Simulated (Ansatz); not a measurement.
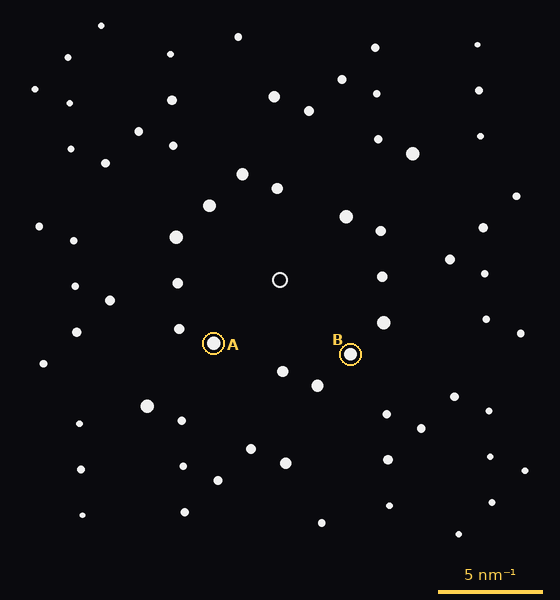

Simulated selected-area electron diffraction pattern (200 kV, kinematic approximation, thin crystal, B = 0.5 Å² for all atoms). Two individuals of a reflection twin are superposed (a geometric construction: whether this twin forms is not tested; the second individual is smaller and so fainter). Crystal: Cu, space group Pm-3n (No. 223), a = 4.529 Å, zone axis [210]. Structure: the end point of a relaxation with DFT, PBEsol, plane waves (420 eV) with PAW, scalar-relativistic (Ansatz 0.2.0); the starting structure was generated, so it need not be a known form of this composition.

In the first individual spot A is 0 0 -2 and spot B is -1 2 0.

Q: On which plane is the crystal twinned?

A: (1-2-1). The spot positions of the combined pattern are mirror-symmetric about the row through 1 -2 -1 (d = 1.849 Å), which both individuals share, while a single individual has only symmetry 2mm without that mirror line. Friedel's law adds the mirror line at right angles, so a twin on (1-25) would give the same picture; the more widely spaced plane was used.

Q: Which other reflections coincide?

A: Off the common row, 1 -2 -4, 2 -4 1, 1 -2 5 and their kin fall on spots of the second individual; about 25 % of the first individual's visible spots are shared.
